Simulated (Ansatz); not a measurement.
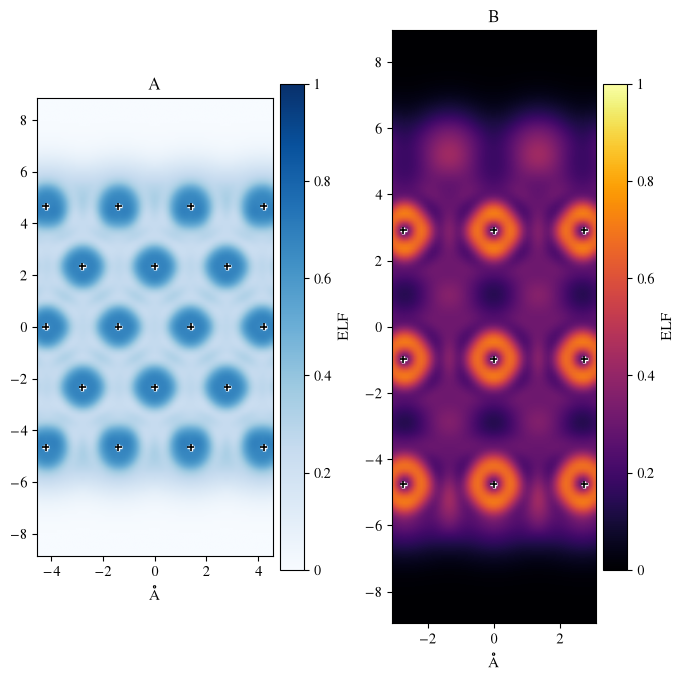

The ELF of 2 systems, each on a plane through atoms (crosses mark nuclei in the plane).

These are results of DFT PBE, scalar-relativistic, plane waves, PAW in Ansatz, not measurements.

System 1: Pt (slab), the (010) plane of the calculation cell, a cut from vacuum to vacuum. 

```xyz
13
Lattice="2.8073 0.0000 0.0000 0.0000 6.8764 0.0000 0.0000 0.0000 24.7247" Properties=species:S:1:pos:R:3 pbc="T T T"
Pt    1.4036    4.3894    7.7062
Pt    0.0000    2.1443    8.2744
Pt    1.4036    6.8106    8.9518
Pt    0.0000    4.6057   10.0242
Pt    1.4036    2.2416   10.6991
Pt    0.0000    0.0221   11.5620
Pt    1.4036    4.5843   12.3624
Pt    0.0000    2.2701   13.1627
Pt    1.4036    0.0505   14.0256
Pt    0.0000    4.5629   14.7006
Pt    1.4036    2.3579   15.7729
Pt    0.0000    0.1478   16.4504
Pt    1.4036    4.7792   17.0185
```

System 2: Ir (slab), the (010) plane of the calculation cell, a cut from vacuum to vacuum. Computed without spin polarisation.

**Match each panel to its system.**

Panel A is system 1, Pt: the plane holds Pt. Pt–Pt (2.72 Å): the ELF is about 0.30 at the midpoint (no localised pair shows between them). Panel B is system 2, Ir: the plane holds Ir. Ir–Ir (2.74 Å): the ELF is about 0.35 at the midpoint; no localised pair shows between them.
